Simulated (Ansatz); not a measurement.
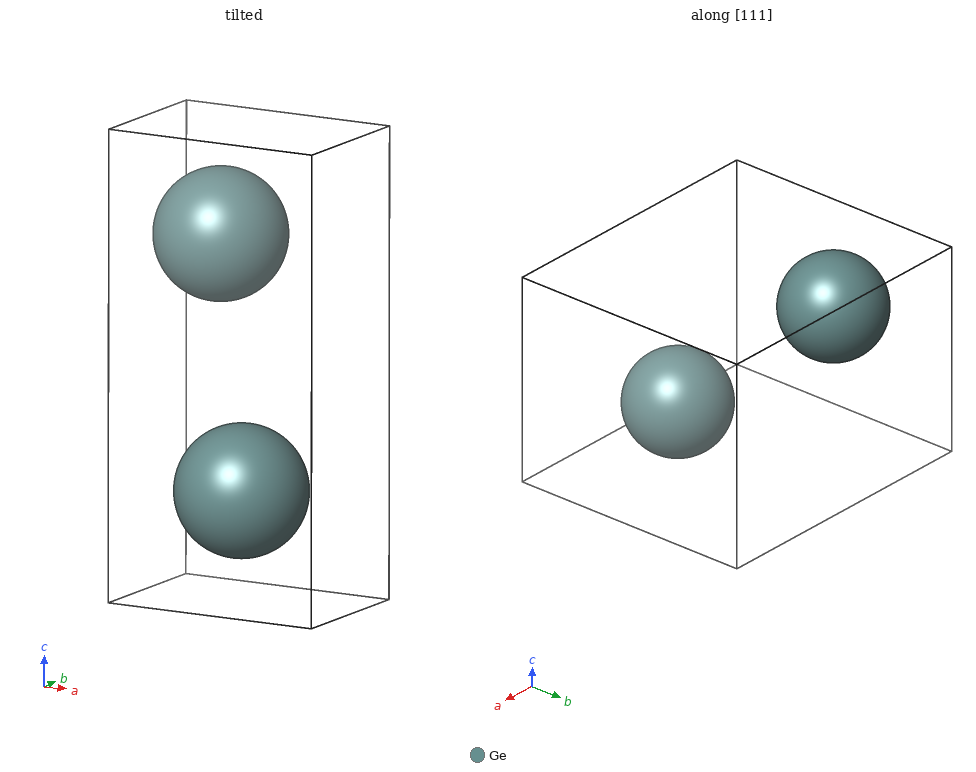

Crystal structure, spheres-only style, seen slightly off an axis and along [111]. The unit cell is drawn as a box. Cell: a = 3.150 Å, b = 2.949 Å, c = 4.930 Å, α = 89.75°, β = 90.47°, γ = 122.29°.

- The element is germanium.
- Strictly the space group is C2/c (No. 15, within 0.01 Å). It is a distorted form of a primitive hexagonal structure, space group P6_3/mmc (No. 194) within 0.60 Å: hexagonal close-packed (Mg type).
- The cell holds two atoms.

The initial geometry was a structure listed in the Materials Project. The cell was then strained or its atoms displaced on purpose. Ansatz was used for an electronic-structure calculation on it.
